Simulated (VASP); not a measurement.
Geometry relaxation, with input and output: TiO$_{2}$ (part 2 of 3)

The same run, continued: TiO$_{2}$ (6 atoms in the cell); Kohn-Sham DFT of a periodic cell, PBE, VASP PAW PBE potentials, soft, no spin polarisation (VASP 6.6.1); cutoff 480 eV, 6×6×9 k-mesh, fermi-dirac of 0.05 eV. The structure derives from a Materials Project entry.

Geometry of the input (Å; fractional positions):
```
4.5998  0.0000  0.0000
0.0000  4.5998  0.0000
0.0000  0.0000  2.9592
Ti 0.0000  0.0000  0.5000
Ti 0.5000  0.5000  0.0000
O  0.3043  0.3043  0.5000
O  0.1957  0.8043  0.0000
O  0.8043  0.1957  0.0000
O  0.6957  0.6957  0.5000
```

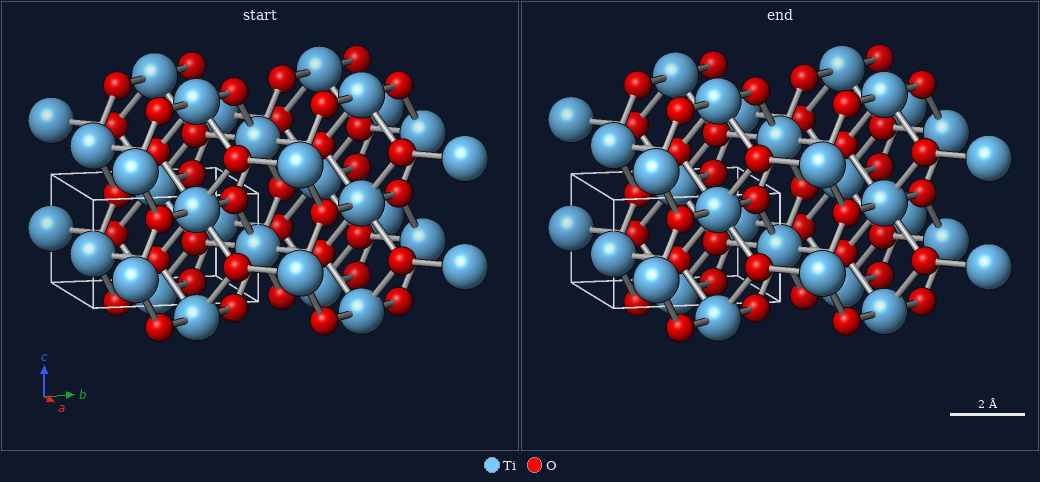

Before (left) and after (right) the relaxation, at one scale (ball-and-stick view of the cell of the calculation, repeated 2 × 2 × 2, seen slightly off an axis). After 4 geometry steps the energy has fallen by 3.4 meV per atom. Largest force component: 0.024 eV/Å at the start, 0.0012 eV/Å at the end. The atoms keep their places relative to the cell (all moves are under 0.005 Å). Cell: a = b 4.600 → 4.642 Å (+0.9 %), c 2.959 → 2.970 Å (+0.4 %). Volume +2.2 %. Distances before and after: Ti1–O3 1.980 → 2.002 Å, Ti1–O4 1.952 → 1.961 Å. The space group stays P4_2/mnm (No. 136). (Atoms are counted from 1 in the order of the input.)

**Parts of OUTCAR**
```
SYSTEM = TiO2
   PREC = Accurate
   ENCUT = 480
   EDIFF = 1E-7
   ISMEAR = -1
   LREAL = .False.
   LASPH = .True.
   NELM = 60
   ISIF = 3
   GGA = PE
   IBRION = 2
   NSW = 40
   EDIFFG = -0.02

 ion  position               nearest neighbor table
   1  0.000  0.000  0.500-   4 1.95   5 1.95   4 1.95   5 1.95   3 1.98   6 1.98
   2  0.500  0.500  0.000-   3 1.95   6 1.95   3 1.95   6 1.95   5 1.98   4 1.98
   3  0.304  0.304  0.500-   2 1.95   2 1.95   1 1.98
   4  0.196  0.804  0.000-   1 1.95   1 1.95   2 1.98
   5  0.804  0.196  0.000-   1 1.95   1 1.95   2 1.98
   6  0.696  0.696  0.500-   2 1.95   2 1.95   1 1.98

  LATTYP: Found a simple tetragonal cell.
 ALAT       =     4.5998373239
 C/A-ratio  =     0.6433300466

  Lattice vectors:

 A1 = (   4.5998373239,   0.0000000000,   0.0000000000)
 A2 = (   0.0000000000,   4.5998373239,   0.0000000000)
 A3 = (   0.0000000000,   0.0000000000,   2.9592135600)

Analysis of symmetry for initial positions (statically):
=====================================================================
 Subroutine PRICEL returns:
 Original cell was already a primitive cell.

 Routine SETGRP: Setting up the symmetry group for a
 simple tetragonal supercell.

 Subroutine GETGRP returns: Found 16 space group operations
 (whereof  8 operations were pure point group operations)
 out of a pool of 16 trial point group operations.

The static configuration has the point symmetry D_2h.
 The point group associated with its full space group is D_4h.

Analysis of symmetry for dynamics (positions and initial velocities):
=====================================================================
 Subroutine PRICEL returns:
 Original cell was already a primitive cell.

 Routine SETGRP: Setting up the symmetry group for a
 simple tetragonal supercell.

 Subroutine GETGRP returns: Found 16 space group operations
 (whereof  8 operations were pure point group operations)
 out of a pool of 16 trial point group operations.

The dynamic configuration has the point symmetry D_2h.
 The point group associated with its full space group is D_4h.

 Subroutine INISYM returns: Found 16 space group operations
 (whereof  8 operations are pure point group operations),
 and found     1 'primitive' translations

----------------------------------------------------------------------------------------

                                     Primitive cell

  volume of cell :      62.6125

  direct lattice vectors                    reciprocal lattice vectors
     4.599837324  0.000000000  0.000000000     0.217398993  0.000000000  0.000000000
     0.000000000  4.599837324  0.000000000     0.000000000  0.217398993  0.000000000
     0.000000000  0.000000000  2.959213560     0.000000000  0.000000000  0.337927622

  length of vectors
     4.599837324  4.599837324  2.959213560     0.217398993  0.217398993  0.337927622

  position of ions in fractional coordinates (direct lattice)
     0.000000000  0.000000000  0.500000000
     0.500000000  0.500000000  0.000000000
     0.304321320  0.304321320  0.500000000
     0.195678680  0.804321320  0.000000000
     0.804321320  0.195678680  0.000000000
     0.695678680  0.695678680  0.500000000

  ion indices of the primitive-cell ions
   primitive index   ion index
                 1           1
                 2           2
                 3           3
                 4           4
                 5           5
                 6           6

----------------------------------------------------------------------------------------

 KPOINTS: regular mesh

Automatic generation of k-mesh.
 Grid dimensions read from file:
 generate k-points for:    6    6    9

 Generating k-lattice:

  Cartesian coordinates                     Fractional coordinates (reciprocal lattice)
     0.036233165  0.000000000  0.000000000     0.166666667  0.000000000  0.000000000
     0.000000000  0.036233165  0.000000000     0.000000000  0.166666667  0.000000000
     0.000000000  0.000000000  0.037547514     0.000000000  0.000000000  0.111111111

  Length of vectors
     0.036233165  0.036233165  0.037547514

  Shift w.r.t. Gamma in fractional coordinates (k-lattice)
     0.000000000  0.000000000  0.000000000

 Subroutine IBZKPT returns following result:
 ===========================================

 Found     50 irreducible k-points:

 Following reciprocal coordinates:
            Coordinates               Weight
  0.000000  0.000000  0.000000      1.000000
  0.166667  0.000000  0.000000      4.000000
  0.333333  0.000000  0.000000      4.000000
  0.500000  0.000000  0.000000      2.000000
  0.166667  0.166667  0.000000      4.000000
  0.333333  0.166667  0.000000      8.000000
  0.500000  0.166667  0.000000      4.000000
  0.333333  0.333333  0.000000      4.000000
  0.500000  0.333333  0.000000      4.000000
  0.500000  0.500000  0.000000      1.000000
  0.000000  0.000000  0.111111      2.000000
  0.166667  0.000000  0.111111      8.000000
  0.333333  0.000000  0.111111      8.000000
  0.500000  0.000000  0.111111      4.000000
  0.166667  0.166667  0.111111      8.000000
  0.333333  0.166667  0.111111     16.000000
  0.500000  0.166667  0.111111      8.000000
  0.333333  0.333333  0.111111      8.000000
  0.500000  0.333333  0.111111      8.000000
  0.500000  0.500000  0.111111      2.000000
  0.000000  0.000000  0.222222      2.000000
  0.166667  0.000000  0.222222      8.000000
  0.333333  0.000000  0.222222      8.000000
  0.500000  0.000000  0.222222      4.000000
 [... further k-points ...]
   k-points           NKPTS =     50   k-points in BZ     NKDIM =     50   number of bands    NBANDS=     28
   number of dos      NEDOS =    301   number of ions     NIONS =      6
   total plane-waves  NPLWV =  31104
   dimension x,y,z NGX =    36 NGY =   36 NGZ =   24
   dimension x,y,z NGXF=    72 NGYF=   72 NGZF=   48
   ions per type =               2   4
   NGX,Y,Z   is equivalent  to a cutoff of  13.01, 13.01, 13.48 a.u.
   NGXF,Y,Z  is equivalent  to a cutoff of  26.02, 26.02, 26.97 a.u.
 SYSTEM =  TiO2
   PREC   = accura    normal or accurate (medium, high low for compatibility)
   ISTART =      0    job   : 0-new  1-cont  2-samecut
   ICHARG =      2    charge: 1-file 2-atom 10-const
   ISPIN  =      1    spin polarized calculation?
   LNONCOLLINEAR =      F non collinear calculations
   LSORBIT =      F    spin-orbit coupling
   LASPH  =      T    aspherical Exc in radial PAW
   ENCUT  =  480.0 eV  35.28 Ry    5.94 a.u.   8.22  8.22  5.29*2*pi/ulx,y,z
   NELM   =     60;   NELMIN=  2; NELMDL= -5     # of ELM steps
   EDIFF  = 0.1E-06   stopping-criterion for ELM
   LREAL  =      F    real-space projection
   EDIFFG = -.2E-01   stopping-criterion for IOM
   NSW    =     40    number of steps for IOM
   IBRION =      2    ionic relax: 0-MD 1-quasi-New 2-CG
   NFREE  =      1    steps in history (QN), initial steepest desc. (CG)
   ISIF   =      3    stress and relaxation
   ISYM   =      2    0-nonsym 1-usesym 2-fastsym
   POTIM  = 0.5000    time-step for ionic-motion
   TEBEG  =    0.0;   TEEND  =   0.0 temperature during run
   PSTRESS=    0.0 pullay stress
   NELECT =      48.0000    total number of electrons
   NUPDOWN=      -1.0000    fix difference up-down
   EMIN   =  10.00;   EMAX   =-10.00  energy-range for DOS
   EFERMI =   0.00;   METHOD = LEGACY
   ISMEAR =    -1;   SIGMA  =   0.05  broadening in eV -4-tet -1-fermi 0-gaus
   EFERMI_NEDOS =   21; number of points for ismear=-14 and -15
   IALGO  =     68    algorithm
   IMIX   =      4    mixing-type and parameters
     AMIX     =   0.40;   BMIX     =  1.00
     AMIX_MAG =   1.60;   BMIX_MAG =  1.00
  volume/ion in A,a.u.               =      10.44        70.42
  Fermi-wavevector in a.u.,A,eV,Ry     =   1.498309  2.831394 30.544140  2.244931
  Thomas-Fermi vector in A             =   2.610085
   LORBIT       =      0    0 simple, 1 ext, 2 COOP (PROOUT), +10 PAW based schemes
   GGA     = PE    functional components
   LHFCALC =     F    Hartree Fock is set to
   AEXX    =    0.0000 exact exchange contribution
   IVDW    =     0    specifies the selected vdW correction
   LEPSILON=     F    determine dielectric tensor
   LRPA    =     F    only Hartree local field effects (RPA)
 conjugate gradient relaxation of ions
 non-spin polarized calculation
 RMM-DIIS sequential band-by-band and
  energy-cutoff  :      480.00
  volume of cell :       62.61
 maximum number of plane-waves:      1508
 NGX is ok and might be reduce to    36
   NGX = 17   NGY = 17   NGZ = 11

--------------------------------------- Ionic step        1  -------------------------------------------

 number of electron      47.9999998 magnetization

 Free energy of the ion-electron system (eV)
  ---------------------------------------------------
  ext. energy  EPLUGINS =         0.00000000
  ---------------------------------------------------
  free energy    TOTEN  =       -53.63666576 eV

  energy without entropy =      -53.63666576  energy(sigma->0) =      -53.63666576

------------------------ aborting loop EDIFF was not reached (unconverged)  ----------------------------

  FORCE on cell =-STRESS in cart. coord.  units (eV):
  Direction    XX          YY          ZZ          XY          YZ          ZX
  --------------------------------------------------------------------------------------
  -------------------------------------------------------------------------------------
  Total        1.9063927      1.9063927      1.8313548     -0.0000000      0.0000000      0.0000000
  in kB       48.7822353     48.7822353     46.8621083     -0.0000000      0.0000000      0.0000000
  external PRESSURE =      48.1421930 kB  Pullay stress =       0.0000000 kB

 VOLUME and BASIS-vectors are now :
 -----------------------------------------------------------------------------
  energy-cutoff  :      480.00
  volume of cell :       62.61
      direct lattice vectors                 reciprocal lattice vectors
     4.599837324  0.000000000  0.000000000     0.217398993  0.000000000  0.000000000
     0.000000000  4.599837324  0.000000000     0.000000000  0.217398993  0.000000000
     0.000000000  0.000000000  2.959213560     0.000000000  0.000000000  0.337927622

 POSITION                                       TOTAL-FORCE (eV/Angst)
 -----------------------------------------------------------------------------------
      0.00000      0.00000      1.47961         0.000000     -0.000000     -0.000000
      2.29992      2.29992      0.00000         0.000000     -0.000000     -0.000000
      1.39983      1.39983      1.47961        -0.023559     -0.023559      0.000000
      0.90009      3.69975      0.00000         0.023559     -0.023559     -0.000000
      3.69975      0.90009      0.00000        -0.023559      0.023559     -0.000000
      3.20001      3.20001      1.47961         0.023559      0.023559     -0.000000
 -----------------------------------------------------------------------------------
    total drift:                                0.000000      0.000000      0.000000

  FREE ENERGIE OF THE ION-ELECTRON SYSTEM (eV)
  ---------------------------------------------------
  free  energy   TOTEN  =       -53.6366657573 eV

  energy  without entropy=      -53.6366657568  energy(sigma->0) =      -53.63666576

--------------------------------------- Ionic step        2  -------------------------------------------

 number of electron      48.0000004 magnetization

------------------------ aborting loop because EDIFF is reached ----------------------------------------

  FORCE on cell =-STRESS in cart. coord.  units (eV):
  Direction    XX          YY          ZZ          XY          YZ          ZX
  --------------------------------------------------------------------------------------
  -------------------------------------------------------------------------------------
  Total       -1.8772607     -1.8772607     -2.9139256      0.0000000      0.0000000      0.0000000
  in kB      -45.9211403    -45.9211403    -71.2798103      0.0000000      0.0000000      0.0000000
  external PRESSURE =     -54.3740303 kB  Pullay stress =       0.0000000 kB

 VOLUME and BASIS-vectors are now :
 -----------------------------------------------------------------------------
  energy-cutoff  :      480.00
  volume of cell :       65.50
      direct lattice vectors                 reciprocal lattice vectors
     4.670344738  0.000000000  0.000000000     0.214116956  0.000000000  0.000000000
    -0.000000000  4.670344738  0.000000000     0.000000000  0.214116956  0.000000000
     0.000000000  0.000000000  3.002787692     0.000000000  0.000000000  0.333023877

 POSITION                                       TOTAL-FORCE (eV/Angst)
 -----------------------------------------------------------------------------------
     -0.00000      4.67034      1.50139        -0.000000      0.000000      0.000000
      2.33517      2.33517      3.00279        -0.000000      0.000000      0.000000
      1.42013      1.42013      1.50139         0.139374      0.139374      0.000000
      0.91504      3.75530      3.00279        -0.139374      0.139374      0.000000
      3.75530      0.91504      3.00279         0.139374     -0.139374      0.000000
      3.25021      3.25021      1.50139        -0.139374     -0.139374      0.000000
 -----------------------------------------------------------------------------------
    total drift:                                0.000000      0.000000      0.000000

  FREE ENERGIE OF THE ION-ELECTRON SYSTEM (eV)
  ---------------------------------------------------
  free  energy   TOTEN  =       -53.6270845096 eV

  energy  without entropy=      -53.6270845076  energy(sigma->0) =      -53.62708451

--------------------------------------- Ionic step        3  -------------------------------------------

 number of electron      48.0000004 magnetization

------------------------ aborting loop because EDIFF is reached ----------------------------------------

  FORCE on cell =-STRESS in cart. coord.  units (eV):
  Direction    XX          YY          ZZ          XY          YZ          ZX
  --------------------------------------------------------------------------------------
  -------------------------------------------------------------------------------------
  Total        0.1717191      0.1717191     -0.3502984     -0.0000000      0.0000000      0.0000000
  in kB        4.3065399      4.3065399     -8.7851260     -0.0000000      0.0000000      0.0000000
  external PRESSURE =      -0.0573487 kB  Pullay stress =       0.0000000 kB

 VOLUME and BASIS-vectors are now :
```
